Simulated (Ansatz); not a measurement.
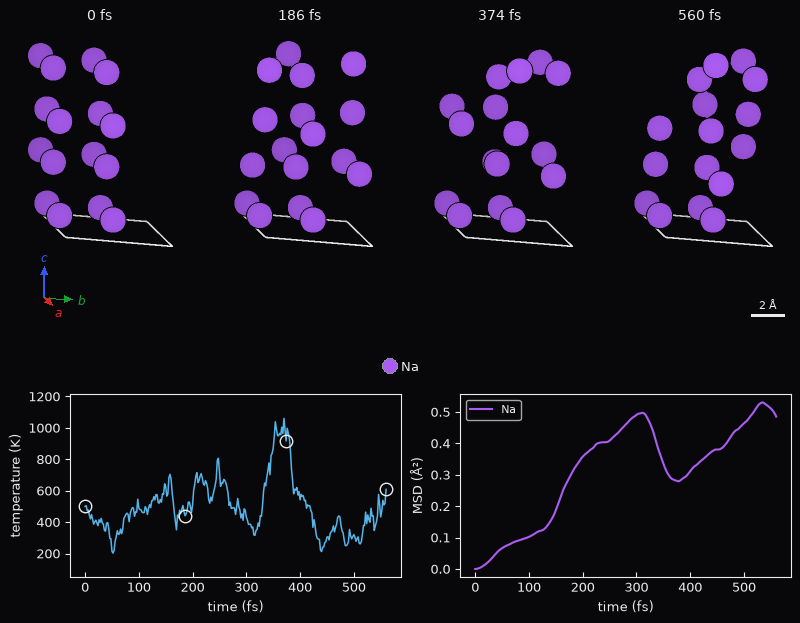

A Born-Oppenheimer molecular dynamics run of a slab of Na(110) (16 atoms in the cell), 560 fs long. Frames and the history of the run. The picture is a spheres-only view of the simulation cell, with the vacuum cut short, seen slightly off an axis. Atoms that leave the cell re-enter on the other side.

Level of theory: DFT PBE, scalar-relativistic, plane waves, PAW (Ansatz 0.2.0). Settings: plane-wave cutoff 420 eV; k-point mesh 2 × 2 × 1; Fermi-Dirac smearing 0.15 eV; 4 atoms held fixed; Langevin thermostat (NVT); set temperature 500 K; time step 2 fs; friction 0.02 per fs.

> What do the frames and curves show?

In the second half of the run the atoms are, in the root-mean-square, this far from where they began (common drift taken out): Na 0.64 Å. Against the typical shortest distance between atoms in the first frame, about 3.7 Å these are large excursions, but over 560 fs one can't yet tell strong vibration from the start of diffusion. The mean temperature in the second half is 495 K (standard deviation 214 K). The potential energy in the second half lies on average 56.2 meV per atom above the first frame.

Limits of the set-up: the k-point mesh is coarse for a cell with partly filled bands.
